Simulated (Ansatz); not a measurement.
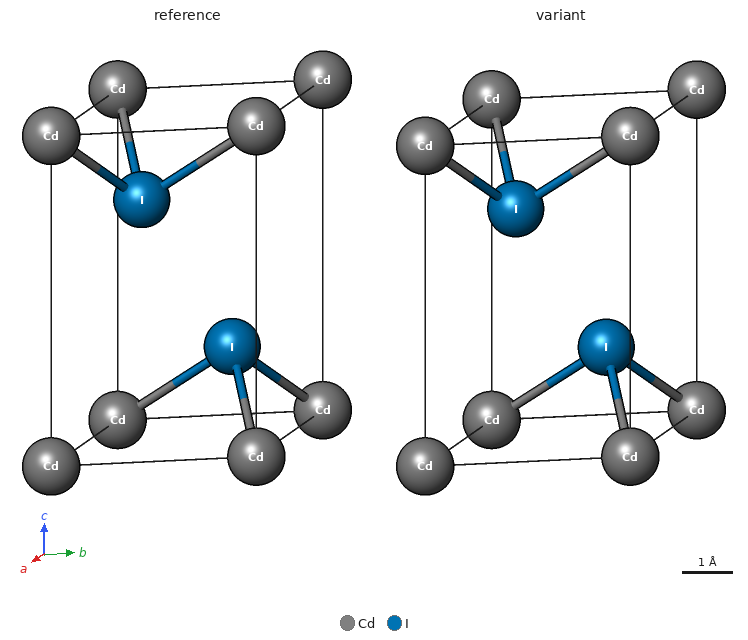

Left: crystalline CdI2 (built on the 1T (CdI2) bulk type). Right: the same structure after one change, at the same scale. The picture is a ball-and-stick view of the cell of the calculation, seen slightly off an axis.

The calculation used Ansatz 0.2.0, DFT, HSE06, plane waves, PAW. (plane-wave cutoff 420 eV; k-point mesh 6 × 6 × 4; occupations fixed; no spin polarisation)

Question: What distinguishes the right structure from the left one?

Answer: The cell is strained by −3.0 % along c and none across it (volume −3.0 %) and the I atoms are displaced by 0.04 Å relative to the cell. No relaxation follows.

Question: What does the change do?

Answer: The energy rises by 9.4 meV per atom. Pressure: 0.8 GPa before, 1.3 GPa after. The principal stresses (compression positive) are 1.5 GPa along c and 1.2 GPa across it. The largest forces, 0.075 eV/Å, act on 2 I atoms of the calculation's cell. The forces point straight back along the displacements (cosine −1.00). Among the bonded contacts that change: Cd–I 2.995 → 2.987 Å. The space group stays P-3m1 (No. 164).
